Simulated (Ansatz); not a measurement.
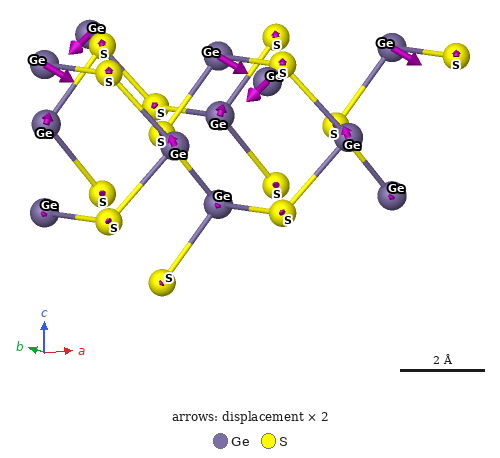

This is a relaxation of a slab of composition GeS (cut from the Pnma phase). The starting structure is drawn; purple arrows show the displacements, magnified 2 times.

The picture is a ball-and-stick view of the atoms within 5.8 Å of the atom that moves most (axes of the 2 × 1 repeat of the cell, outlined in the plane, without the vacuum (origin shifted)), seen slightly off an axis.

Case: (0 1 0) slab, atoms relaxed. The slab is the (0 1 0) face of GeS.

Level of theory: Ansatz 0.2.0, DFT r2SCAN, scalar-relativistic, plane waves, PAW.

The input:
```yaml
crystal:
  lattice:
    - [4.5471733326, 0.0, 0.0]
    - [0.0, 10.8318789102, 0.0]
    - [0.0, 0.0, 27.5639802737]
  atoms:
    - { symbol: Ge, position: [0.1357285455, 0.1281668055, 0.2720942304] }
    - { symbol: Ge, position: [0.3642714545, 0.6281668055, 0.2720942304] }
    - { symbol: S, position: [0.5131984532, 0.844567574, 0.2720942304] }
    - { symbol: S, position: [0.9868015468, 0.344567574, 0.2720942304] }
    - { symbol: Ge, position: [0.8642714545, 0.8718331945, 0.3372101646] }
    - { symbol: Ge, position: [0.6357285455, 0.3718331945, 0.3372101646] }
    - { symbol: S, position: [0.4868015468, 0.155432426, 0.3372101646] }
    - { symbol: S, position: [0.0131984532, 0.655432426, 0.3372101646] }
    - { symbol: Ge, position: [0.1357285455, 0.1281668055, 0.4023260988] }
    - { symbol: Ge, position: [0.3642714545, 0.6281668055, 0.4023260988] }
    - { symbol: S, position: [0.5131984532, 0.844567574, 0.4023260988] }
    - { symbol: S, position: [0.9868015468, 0.344567574, 0.4023260988] }
    - { symbol: Ge, position: [0.8642714545, 0.8718331945, 0.4674420329] }
    - { symbol: Ge, position: [0.6357285455, 0.3718331945, 0.4674420329] }
    - { symbol: S, position: [0.4868015468, 0.155432426, 0.4674420329] }
    - { symbol: S, position: [0.0131984532, 0.655432426, 0.4674420329] }
    - { symbol: Ge, position: [0.1357285455, 0.1281668055, 0.5325579671] }
    - { symbol: Ge, position: [0.3642714545, 0.6281668055, 0.5325579671] }
    - { symbol: S, position: [0.5131984532, 0.844567574, 0.5325579671] }
    - { symbol: S, position: [0.9868015468, 0.344567574, 0.5325579671] }
    - { symbol: Ge, position: [0.8642714545, 0.8718331945, 0.5976739012] }
    - { symbol: Ge, position: [0.6357285455, 0.3718331945, 0.5976739012] }
    - { symbol: S, position: [0.4868015468, 0.155432426, 0.5976739012] }
    - { symbol: S, position: [0.0131984532, 0.655432426, 0.5976739012] }
    - { symbol: Ge, position: [0.1357285455, 0.1281668055, 0.6627898354] }
    - { symbol: Ge, position: [0.3642714545, 0.6281668055, 0.6627898354] }
    - { symbol: S, position: [0.5131984532, 0.844567574, 0.6627898354] }
    - { symbol: S, position: [0.9868015468, 0.344567574, 0.6627898354] }
    - { symbol: Ge, position: [0.8642714545, 0.8718331945, 0.7279057696] }
    - { symbol: Ge, position: [0.6357285455, 0.3718331945, 0.7279057696] }
    - { symbol: S, position: [0.4868015468, 0.155432426, 0.7279057696] }
    - { symbol: S, position: [0.0131984532, 0.655432426, 0.7279057696] }
basis:
  ecutwfc: 500
kpoints:
  mp_grid: { grid: [6, 3, 1] }
hamiltonian:
  xc: r2scan
scf:
  occupations: { method: gaussian, width: 0.05 }
output:
  forces: true
  eigenvalues: true
  write_density: true
  write_potential: true
  elf: true
  volumetric_format: npy
relax:
  adjacent_minimum: "off"
  f_tol: 0.02
  max_steps: 60
efield:
  axis: 3
  dipole_correction: true
  ramp_width: 0.04
```

Run as
```bash
ansatz run input.yaml --threads 4 --pin off --max-ram 10240MiB --backend cpu --events-out ev --progress --plain --runs-dir out
```

> Atoms of which element are displaced furthest, and by how much?

Germanium: up to 0.42 Å, against 0.09 Å for sulfur.

> Describe the change and its energy.

The energy falls by 1.092 eV per cell of the calculation in 7 accepted moves (8 points after the start). The largest force component goes from 1.3 to 0.0065 eV/Å. The line search rejected the trial step at point 6 of the run. The largest moves relative to the layer's centre, 0.42 Å, are those of Ge1, Ge2, Ge29 and Ge30. Ge29 goes at 59° to the normal (−c side). Largest moves by element: Ge 0.42 Å, S 0.09 Å. The lattice vectors keep their values. Near-neighbour distances that change, for instance: Ge29–S32 2.440 → 2.237 Å, Ge25–S31 2.420 → 2.336 Å, S23–Ge25 2.420 → 2.476 Å, Ge21–S27 2.420 → 2.459 Å. Bond angles that change, for instance: Ge26–S32–Ge29 107.5° → 97.0°, Ge21–S27–Ge29 95.7° → 89.2°, S27–Ge29–S32 93.8° → 99.0°.
